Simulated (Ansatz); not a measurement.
System: HgTe (slab).

Input file:

```
crystal:
  lattice:
    - [4.7019744918, 0.0, 0.0]
    - [-2.3509872459, 4.0720293578, 0.0]
    - [0.0, 0.0, 23.6380787163]
  atoms:
    - { symbol: Hg, position: [0.3333333333, 0.6666666667, 0.3271674835] }
    - { symbol: Te, position: [0.6666666667, 0.3333333333, 0.3466316456] }
    - { symbol: Hg, position: [0.6666666667, 0.3333333333, 0.4820623098] }
    - { symbol: Te, position: [0.0, 0.0, 0.5148204838] }
    - { symbol: Hg, position: [0.0, 0.0, 0.6478718153] }
    - { symbol: Te, position: [0.3333333333, 0.6666666667, 0.681446262] }
basis:
  ecutwfc: 420
kpoints:
  mp_grid: { grid: [9, 9, 1] }
  band_path:
    path:
      - [0.5, 0, 0]
      - [0, 0, 0]
      - [0.3333333333333, 0.3333333333333, 0]
      - [0.5, 0, 0]
    npoints: 12
hamiltonian:
  xc: pbe
scf:
  occupations: { method: gaussian, width: 0.1 }
  n_extra_bands: 36
output:
  forces: true
  eigenvalues: true
  populations: true
  fatbands: true
  write_density: true
  write_potential: true
  elf: true
  volumetric_format: npy
magnetization:
  noncollinear: true
  spin_orbit: true
efield:
  axis: 3
  dipole_correction: true
  ramp_width: 0.04
```

Launched as:

```sh
ansatz run input.yaml --threads 2 --pin off --max-ram 5120MiB --backend cpu --events-out ev --progress --plain --runs-dir out
```

Built by placing these elements on a known structure type.

Method: DFT PBE, spin-orbit coupling, plane waves, PAW in Ansatz 0.2.0.

Q: What will maps of the valence pseudo-density and electron localisation function show?

A: Hg–Te (2.75 Å): the density is about 0.41 e/Å³ at the midpoint; the ELF is about 0.45 at the midpoint and 0.25 at its lowest between the atoms (no localised pair shows between them).
Hg–Te (2.82 Å): the density is about 0.37 e/Å³ at the midpoint; the ELF is about 0.45 at the midpoint and 0.25 at its lowest between the atoms; no shared electron pair shows on this line.
Hg–Te (3.15 Å): the density is about 0.21 e/Å³ at the midpoint; the ELF peaks at about 0.70 between the atoms.

Q: Does the calculation give a band gap?

A: It is gapless in this calculation (a metal or semimetal).

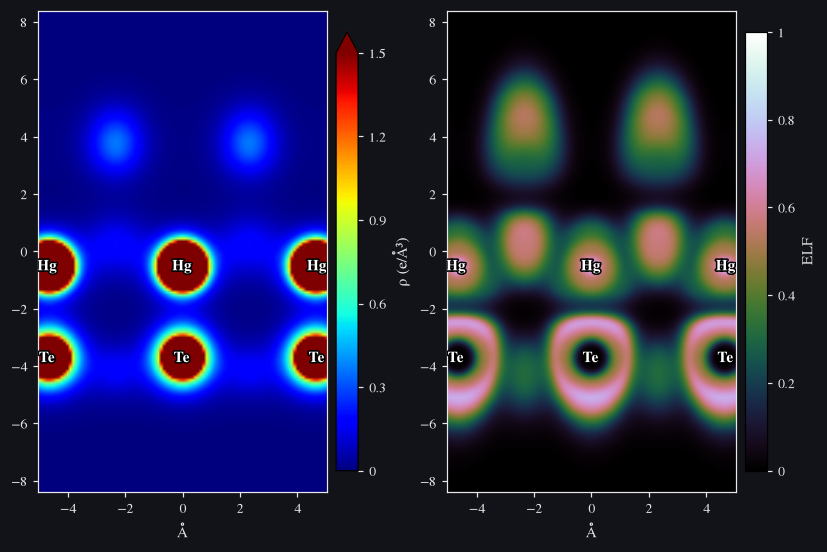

Computed valence pseudo-density and electron localisation function on the (11̄0) plane of the calculation cell, a cut from vacuum to vacuum, in this order. 

In a PAW calculation such maps are meaningful between the atoms, not at the nuclei.
